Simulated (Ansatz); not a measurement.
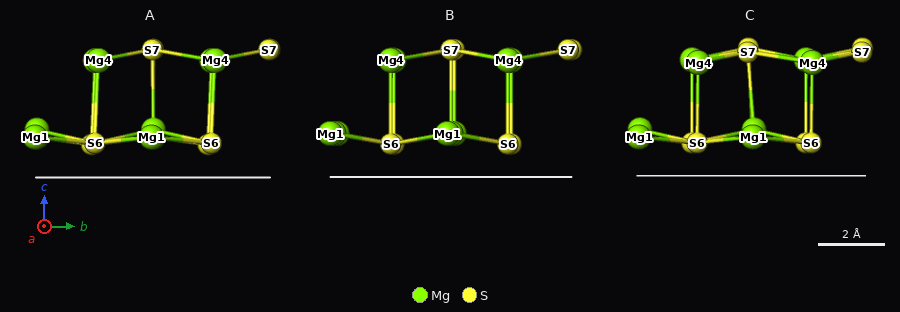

3 geometries from one relaxation of a free-standing layer of MgS (a generated structure, set up in P1) (coarse preliminary run), in shuffled order. The picture is a ball-and-stick view of the 1 × 2 repeat of the cell, outlined in the plane, without the vacuum, seen along the a axis.

The calculation used Ansatz, DFT PBE+D3(BJ), scalar-relativistic, plane waves, PAW. Settings: plane-wave cutoff 420 eV; k-point mesh 2 × 4 × 1; occupations gaussian; smearing width 0.1 eV; no spin polarisation; cell and atoms relaxed; force threshold 0.025 eV/Å; at most 60 steps.

Put them in the order of the run, from the start to the converged end.

C, A, B. They are steps 0, 1, 4, at +82.0 meV per atom, +27.7 meV per atom relative to the last. Over 3 accepted moves (4 points after the start) the energy falls by 82.0 meV per atom. The largest force component goes from 1.8 to 0.013 eV/Å. The SCF was repeated once at an unchanged geometry on a basis and grid sized afresh for the cell, which shifted the energy by less than 0.05 meV per atom at most. The largest moves relative to the cell and the layer's centre, 0.17 Å, are those of Mg atoms. Largest moves by element: Mg 0.17 Å, S 0.15 Å. In the plane the drawn cell goes a 7.109 → 7.125 Å (+0.2 %), b 6.943 → 7.125 Å (+2.6 %). Near-neighbour distances that change, for instance: Mg–S 2.263 → 2.540 Å, Mg–S 2.305 → 2.539 Å, Mg–S 2.763 → 2.540 Å, Mg–S 2.353 → 2.539 Å. Among the angles between lasting bonds that change: Mg–S–Mg 99.0° → 89.1°, S–Mg–S 97.6° → 89.1°, S–Mg–S 81.8° → 89.1°.
